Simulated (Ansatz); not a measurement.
## Band-structure calculation of KBr

- system: KBr (2 atoms in the cell)
- method: DFT, PBE, plane waves, PAW, no spin polarisation (Ansatz 0.2.0)

The structure derives from an entry of the Crystallography Open Database. The geometry comes from this level: r2SCAN (a point of a series of strains). It belongs to a series of runs on one base structure; here: hydrostatic strain -4.6%. Figures and captions count atoms from 1; the log counts them from 0 in places.

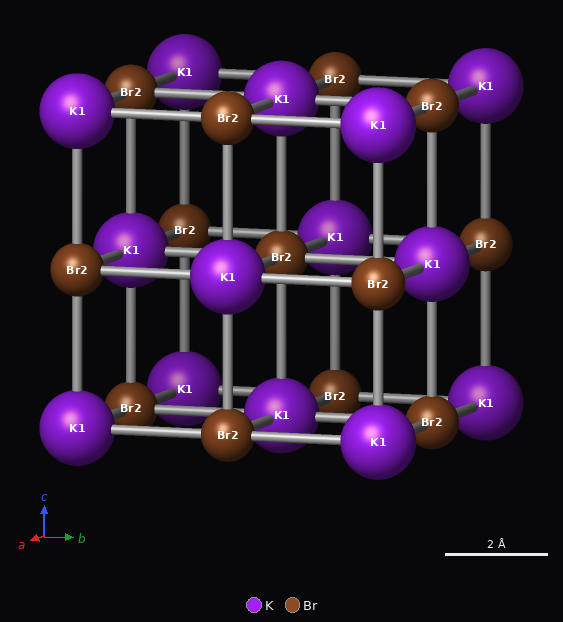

*The structure as given in the input (ball-and-stick view of the cell 4 times as large as that of the calculation, set on its symmetry axes, seen slightly off an axis; atoms are numbered from 1 in the order of the input). An atom can appear more than once, as a periodic image.*

### The input
```yaml
crystal:
  lattice:
    - [0.0, 3.1518474962, 3.1518474962]
    - [3.1518474962, 0.0, 3.1518474962]
    - [3.1518474962, 3.1518474962, 0.0]
  atoms:
    - { symbol: K, position: [0.0, 0.0, 0.0] }
    - { symbol: Br, position: [0.5, 0.5, 0.5] }
kpoints:
  mp_grid: { grid: [6, 6, 6] }
  band_path:
    path:
      - [0.0, 0.0, 0.0]
      - [0.5, 0.0, 0.5]
      - [0.625, 0.25, 0.625]
      - [0.375, 0.375, 0.75]
      - [0.5, 0.5, 0.5]
      - [0.5, 0.25, 0.75]
    npoints: 1
hamiltonian:
  xc: pbe
scf:
  occupations: { method: fermi_dirac, width: 0.02 }
  n_extra_bands: 4
output:
  forces: true
  stress: true
  eigenvalues: true
  write_density: true
  write_potential: true
  elf: true
  volumetric_format: npy
```

Run on 4 threads of AMD EPYC (Zen 3), 189 GiB of memory available, shared host.

Launched with:
```bash
ansatz run input.yaml --threads 4 --pin off --max-ram 4608MiB --backend cpu --events-out ev --progress --plain --runs-dir out
```

### The program's output
```
scf.n_extra_bands = 4 over 8 filled bands (N_el = 16.0): the run solves 12 bands
Engine: ansatz 0.2.0, x86_64-unknown-linux-gnu
Pseudopotentials: kind: paw
Pseudopotential: K, paw, valence charge 9, recommended cutoff 420 eV (normal), K.paw.azcp
Pseudopotential: Br, paw, valence charge 7, recommended cutoff 420 eV (normal), Br.paw.azcp
Functional definition: PBE
  parameter kappa = 0.804
  parameter beta = 0.06672455060314922
  exchange = pbe_x(kappa = kappa, mu = beta*pi^2/3)
  correlation = pbe_c(beta = beta)
Crystal: 2 atoms, lattice volume = 62.622 Å³
Basis set: ecut = 420 eV, 1243 PW (Γ), exchange–correlation on 60×60×60 points (8 copies of the dense FFT grid, shifted against one another)
Bands: 12, of which v1, the nominal top of the filled ones, is band 8 counted from 1 (7 counted from 0)
Symmetry: 48 space group operations
Space group: Fm-3m (ITA 225), of the structure as read, at distance tolerance 4.0e-5 Å
k-points: 16 of 216
Non-local potential: K, projectors of the file, l = 0: 3, l = 1: 2, l = 2: 2
Non-local potential: Br, projectors of the file, l = 0: 2, l = 1: 2, l = 2: 2
PAW form: soft (Blöchl's): semilocal exchange-correlation on the pseudo side does not see the compensation charge
PAW one-centre angular grid: K, 110 points (default); XC on 64 Gauss nodes
PAW one-centre angular grid: Br, 110 points (default); XC on 64 Gauss nodes
Initial density: superposition of atomic densities (neutral atoms: chi_scale 0, normalization atom), corrected by the library's trained network
Initial wavefunctions: pseudopotential atomic-orbital guess
Functional: x = pbe(κ = 0.804, μ = 0.2195149727645171), c = pbe(β = 0.06672455060314922)
SCF iter   1: F=—  HF=-4324.374694 eV  |F-HF|=—  |Δ(HF+E_count)|=         —  Δρ=1.83e-4  dr2=1.21e-5  ethr=1.77e-3  ⟨swp⟩=7.3  Hψ=1376  notcnv=0
preconditioner: auto → none  [insulator: Δε(μ)=4.829 eV  Ē_g=15.057 eV  σ=0.020 eV  W_gap=1.00  n_scr=14 (ndim 8)  ℏωp=17.6 eV  f_vac=0.037  D(μ)=0.00/eV (n_scr^D=0)  ε∞_Penn≈2.4]
SCF iter   2: F=—  HF=-4324.374326 eV  |F-HF|=—  |Δ(HF+E_count)|=   3.68e-4  Δρ=2.44e-4  dr2=6.52e-5  ethr=7.54e-8  ⟨swp⟩=4.0  Hψ=641  notcnv=0
SCF iter   3: F=—  HF=-4324.374311 eV  |F-HF|=—  |Δ(HF+E_count)|=   1.53e-5  Δρ=8.51e-5  dr2=6.14e-6  ethr=7.54e-8  ⟨swp⟩=2.0  Hψ=304  notcnv=0
SCF iter   4: F=—  HF=-4324.374315 eV  |F-HF|=—  |Δ(HF+E_count)|=   3.84e-6  Δρ=2.30e-5  dr2=3.32e-7  ethr=3.84e-8  ⟨swp⟩=2.0  Hψ=304  notcnv=0
iter 5 did not close the SCF: its close was put off for the readings that it lacked (scf_convergence_deferred on its scf_iter line)
SCF iter   5: F=-4324.374315 eV  HF=-4324.374315 eV  |F-HF|=4.27e-8  |Δ(HF+E_count)|=   2.81e-7  Δρ=9.00e-6  dr2=7.00e-8  ethr=2.07e-9  ⟨swp⟩=2.3  Hψ=260  notcnv=0
SCF iter   6: F=-4324.374315 eV  HF=-4324.374315 eV  |F-HF|=8.61e-9  |Δ(HF+E_count)|=   8.04e-9  Δρ=3.27e-6  dr2=1.10e-8  ethr=4.38e-10  ⟨swp⟩=6.0  Hψ=1119  notcnv=0
SCF 1 converged in 6 iterations: F = -4324.374315 eV  dr2 = 1.10e-8
  greatest PAW one-centre occupation: 0.988 electrons in one spin orbital (limit 2), on the K atom at site 0 (counted from 0), in its partial waves of l = 0
```

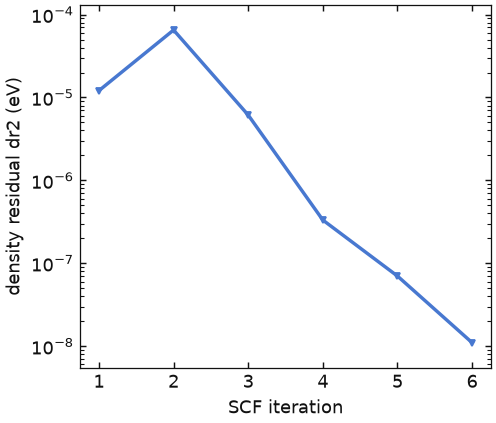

*Convergence of the self-consistent field: density residual dr2 against the SCF iteration.*

The residual comes down, with one marked jump up, by a factor of about 5, at step 2.

```
NSCF: frozen V_eff on 6 k-points
SCF converged after 6 iterations
Free energy (F): -4324.374315 eV
Harris-Foulkes:  -4324.374315 eV  (|F-HF|=8.61e-9)
Internal energy: -4324.374315 eV  (E = F + TS)
E sigma→0 (E₀):  -4324.374315 eV
Fermi energy:    4.525278 eV
--- Per-component energies (eV) ---
  E_band       = -116.270741
  E_kinetic    = 390.418930
  E_local      = -782.321358  (includes V_loc(G=0)·N_el)
  E_nonlocal   = 83.205817
  E_hartree    = 251.808416
  E_xc         = -401.419232
  E_vxc        = -270.713006  (∫ρ·V_xc dr)
  E_paw        = -3028.477728  (= ΣΔE_a)
  E_vpaw       = -40.476814  (= ΣTr[D̂ρ^β])
  E_aug_tail   = -0.000003  (compensation charges beyond the density's cutoff)
  E_ewald      = -837.589158
  E_smearing   = -0.000000  (= −TS)
  E_closure    = -0.000000  (closes the sum)
  Σ components = -4324.374315   (vs F -4324.374315, Δ=0.00e0)
--- Forces (eV/Å), atoms counted from 1 ---
  atom   1  K     -0.00000000    -0.00000000     0.00000000
  atom   2  Br     0.00000000    -0.00000000    -0.00000000
  max |Σ_I F_I| component: 1.68e-29 eV/Å
--- Stress (GPa, compression-positive) ---
        3.899810       0.000000       0.000000
       -0.000000       3.899810      -0.000000
       -0.000000      -0.000000       3.899810
  P = ⅓ Tr σ = 3.8998 GPa (38.998 kbar)
--- Band table (eV; the first three rows and the last of 16) ---
  k-point 0: bands = ["-25.4200", "-10.3911", "-8.9090", "-8.9090", "-8.9090", "2.0941", "2.0941", "2.0941", "6.9339", "9.6889", "9.6889", "9.6889"]
  k-point 1: bands = ["-25.4171", "-10.4574", "-8.9109", "-8.9109", "-8.8158", "1.6313", "1.9678", "1.9678", "7.6752", "9.5876", "10.0591", "10.0591"]
  k-point 2: bands = ["-25.4111", "-10.5723", "-8.9146", "-8.9146", "-8.6454", "0.9148", "1.7352", "1.7352", "8.6815", "10.1697", "11.0516", "11.0516"]
  k-point 15: bands = ["-25.4047", "-10.3513", "-9.0445", "-8.9959", "-8.8225", "1.2549", "1.4827", "1.5580", "8.6447", "10.5844", "10.7203", "11.8508"]
```

### File rho_z.tsv
```
# z_ang	rho[e/angstrom^3]
# format = ansatz-planar-average/11
# lattice	0.000000000	3.151847496	3.151847496
# lattice	3.151847496	0.000000000	3.151847496
# lattice	3.151847496	3.151847496	0.000000000
# sites	2
# site	19	0.000000000	0.000000000	0.000000000
# site	35	3.151847496	3.151847496	3.151847496
0.000000	4.221128e-1
0.148580	4.121316e-1
0.297159	3.817809e-1
0.445739	3.328987e-1
0.594318	2.739183e-1
0.742898	2.184763e-1
0.891477	1.790046e-1
1.040057	1.616398e-1
1.188636	1.655388e-1
1.337216	1.845490e-1
1.485795	2.094552e-1
1.634375	2.311866e-1
1.782954	2.445606e-1
1.931534	2.499306e-1
2.080113	2.509507e-1
2.228693	2.509061e-1
2.377272	2.509507e-1
2.525852	2.499306e-1
2.674431	2.445606e-1
2.823011	2.311866e-1
2.971590	2.094552e-1
3.120170	1.845490e-1
3.268749	1.655388e-1
3.417329	1.616398e-1
3.565908	1.790046e-1
3.714488	2.184763e-1
3.863067	2.739183e-1
4.011647	3.328987e-1
4.160226	3.817809e-1
4.308806	4.121316e-1
```

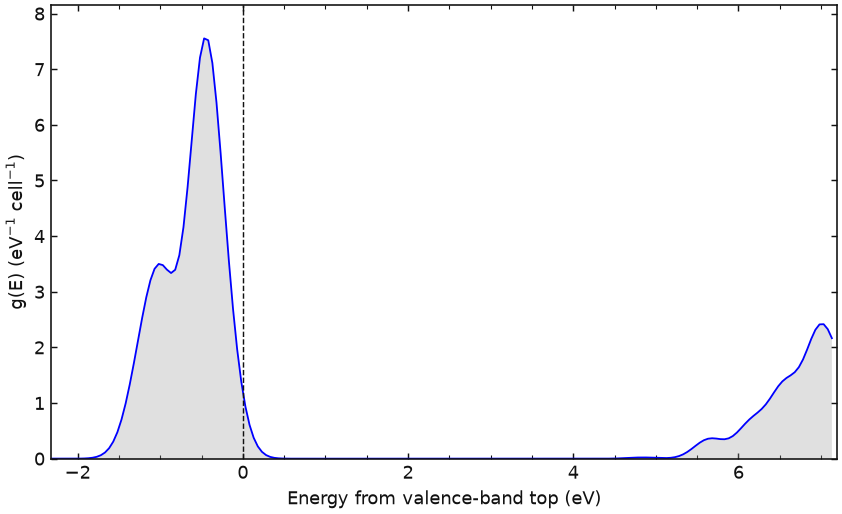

*Density of states (the curve is built from the levels of the k mesh with Gaussians 0.4 eV wide, which also blur the band edges), with energies from the valence-band top.*

There is a gap of 4.84 eV on the k-point mesh. Small ripples come from the finite k-point mesh.

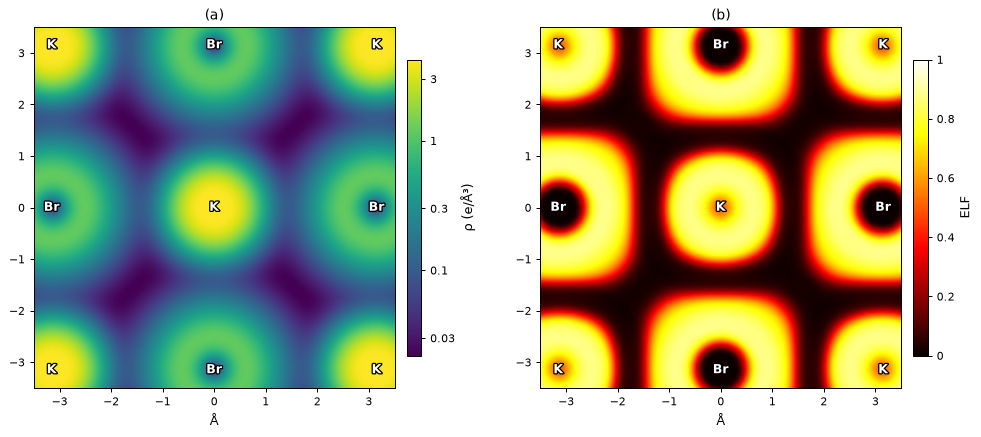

*(a) valence pseudo-density; (b) electron localisation function on the (100) plane of the conventional cell.*

Atoms in the plane: K and Br. K–Br (3.15 Å): the density is about 0.11 e/Å³ at the midpoint; the ELF peaks at about 0.90 in the valence shell of Br, 0.9 Å from its nucleus, and drops to about 0.05 between the two atoms, which marks a closed-shell, largely ionic contact. Away from the nuclei the density in this plane falls to 0.02 e/Å³ at its lowest. The strong features right at K lie inside the PAW spheres (semicore, d or f shells) and say nothing about bonding. The fields are those of the smooth PAW valence density.

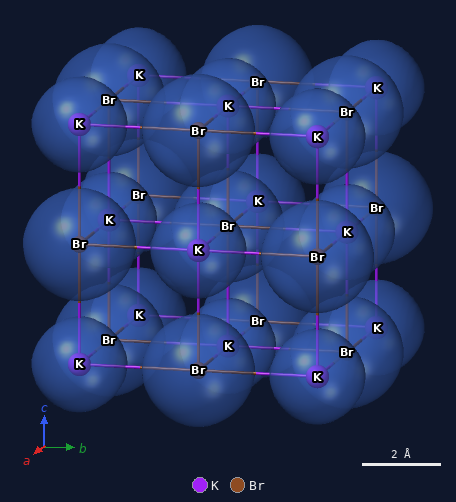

*Isosurface of the valence charge density (pseudo) at 0.15 e/Å³ (blue), seen slightly off an axis. Sticks mark near contacts. The outline is the cell set on symmetry axes.*

At this value the density breaks into separate islands; it holds about 85 % of the electrons treated as valence (semicore included). It is pinched off along the K–Br (3.15 Å) contacts. On the grid the lowest density along these lines, outside the cores, is 0.1 e/Å³ (K–Br, 3.15 Å).

### Results in brief

```json
{"quantity": "outcome", "value": "converged"}
{"quantity": "space group (tolerance 0.01 Å)", "value": "Fm-3m (225)"}
{"quantity": "electrons treated", "value": "16"}
{"quantity": "free energy", "value": "−4324.3743 eV"}
{"quantity": "Fermi energy", "value": "4.525 eV"}
{"quantity": "gap on the k-point mesh", "value": "4.84 eV"}
{"quantity": "pressure", "value": "3.90 GPa"}
{"quantity": "largest force (length of the vector)", "value": "under 0.001 eV/Å"}
{"quantity": "wall time", "value": "1.1 s (CPU time 2.4 s)"}
{"quantity": "peak memory", "value": "0.33 GiB"}
```
